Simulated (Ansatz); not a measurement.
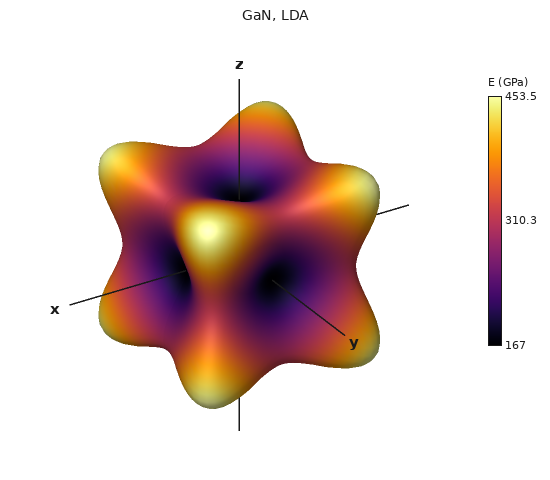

Figure. Young's modulus as a surface whose radius and colour give its value in each direction for GaN, space group Fm-3m (No. 225).

Over all directions E runs from 167 to 454 GPa, a ratio of 2.7, a strong anisotropy. E is 167 GPa along x, y and z alike, and 454 GPa along the body diagonal x + y + z. The Hill averages are K = 183 GPa and G = 128 GPa; K/G = 1.43.

How it was computed, with Ansatz 0.2.0: plane-wave DFT, no spin polarisation; elastic constants in Voigt order on the axes of the given cell. Level: LDA.

```json
{"setting": "k mesh", "value": "8×8×8"}
{"setting": "occupations", "value": "fixed"}
{"setting": "potentials", "value": "Ansatz PAW"}
{"setting": "wave cutoff", "value": "420 eV"}
{"setting": "density cutoff", "value": "1680 eV"}
{"setting": "program settings", "value": "xc grid level 1"}
```

Starting cell:
```
CELL_PARAMETERS angstrom
0.00000 2.13524 2.13524
2.13524 0.00000 2.13524
2.13524 2.13524 0.00000
ATOMIC_POSITIONS crystal
Ga 0.00000 0.00000 0.00000
N 0.50000 0.50000 0.50000
```

Keep in mind: cell stressed by over 3 GPa.
